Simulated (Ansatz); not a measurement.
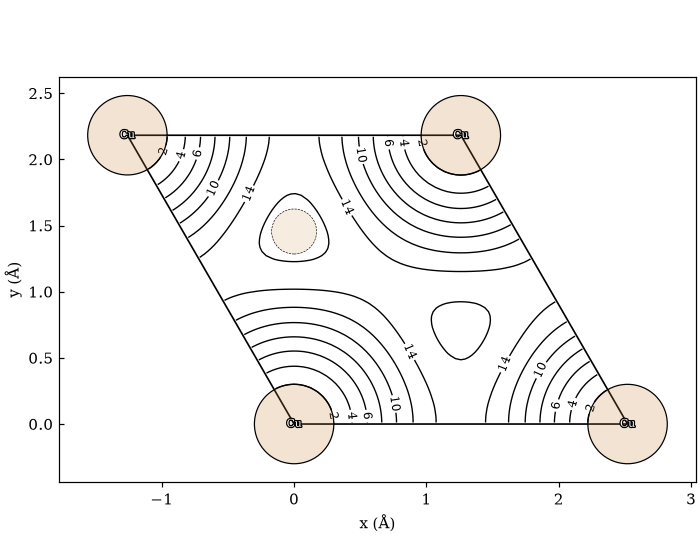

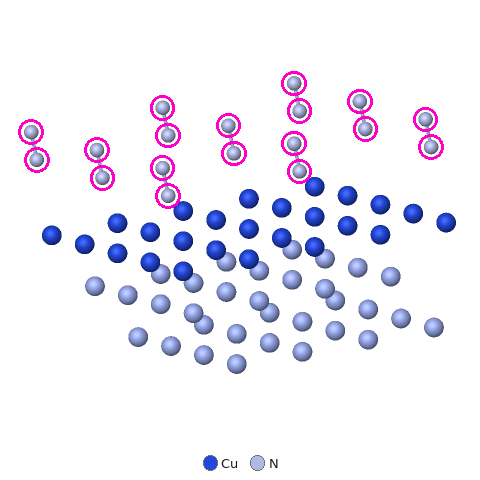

Energy landscape of N₂ on a Cu(111) slab cut from the Fm-3m phase, its upper half relaxed before the scan (12 atoms of substrate and one adsorbate in a 2 × 2 cell). N2 is moved over the surface cell at a fixed height above a rigid substrate; the origin of the map has the adsorbate above Cu9; the height is held at 3.00 Å. Places are given modulo a cell vector. The map is drawn in real space over the plane of the surface. The scan uses a 6 × 6 grid; 10 points were computed and 26 follow by symmetry. Places are given in fractions of the 1 × 1 surface cell. All energies are given in meV relative to the lowest grid point. At a fixed height the lowest place need not be the adsorption site. Level of theory: DFT PBE+D3(BJ), scalar-relativistic, plane waves, PAW in Ansatz. Settings: cutoff 420 eV, k-mesh 6×6×1, gaussian smearing 0.1 eV, no spin polarisation.

The picture shows contour lines labelled in meV, labelled circles for the atoms of the top layer and small ones for the second layer, the outline of one cell of the plane. Between grid points the surface is interpolated. The second picture is the structure at the lowest point; rings mark the moved atoms.

> Summarise what can be read from the map.

The lowest grid point is at the top site over a surface Cu atom, (0/6, 0/6) of the cell vectors. No other kind of well shows on this grid. The highest grid point, a threefold hollow over a second-layer Cu atom, (2/6, 4/6) of the cell vectors, lies 16.7 meV above the lowest. On the interpolated surface the easiest way out of the lowest well to its copy in the next cell or period passes a barrier of about 15 meV.

Time for the 10 points that were run: 2.5 min on 4 threads of Intel(R) Xeon(R) 6975P-C (Granite Rapids), with other jobs on the host.
